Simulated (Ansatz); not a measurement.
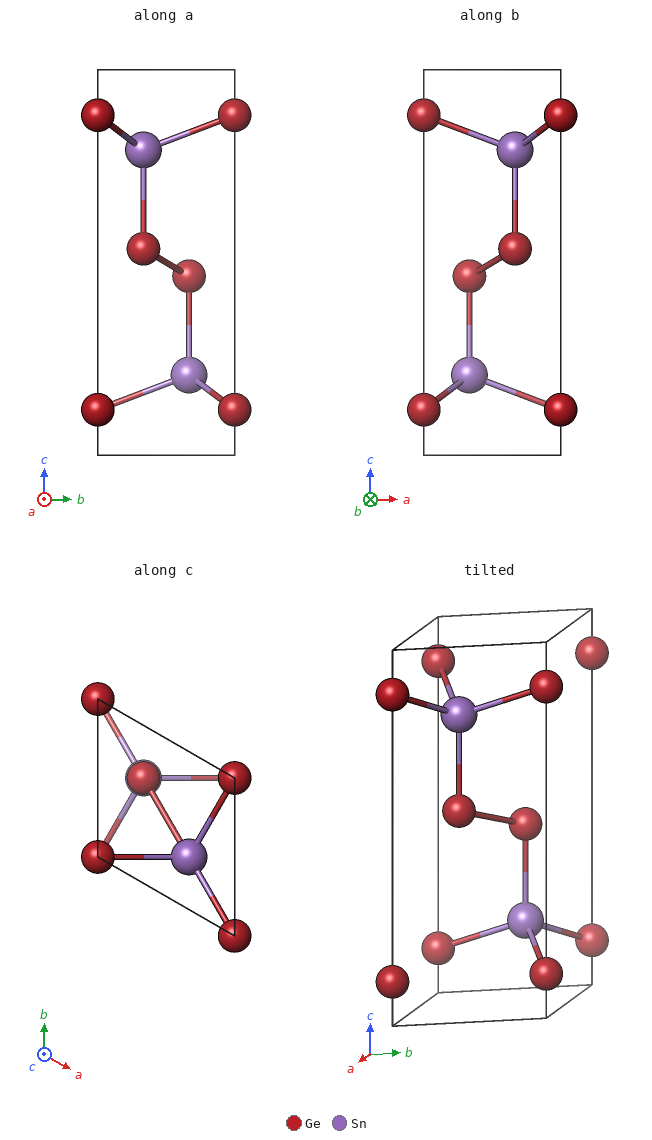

This ball-and-stick model is shown along the a axis, along the b axis, along the c axis and slightly off an axis. The wireframe shows the conventional unit cell.

Lattice parameters: a = 4.242 Å, b = 4.242 Å, c = 10.358 Å, α = 90.00°, β = 90.00°, γ = 120.00°. Put a along x and b in the xy plane.

Question: Record the structure as a POSCAR file, with free fractional coordinates to two decimals.

Answer:
```
Ge Sn
1.0
     4.242    0.000    0.000
    -2.121    3.673    0.000
     0.000    0.000   10.358
Ge Sn
4 2
Direct
  0.00 0.00 0.88
  0.6667 0.3333 0.54
  0.3333 0.6667 0.46
  0.00 0.00 0.12
  0.3333 0.6667 0.21
  0.6667 0.3333 0.79
```

The cell started as a structure type filled with these elements by a generator (whether the compound takes this form wasn't checked). Earlier steps of the study, as a rule a relaxation of our own, may have changed the cell and positions, so they can lie some per cent off the listed ones. A calculation with Ansatz used it as input.
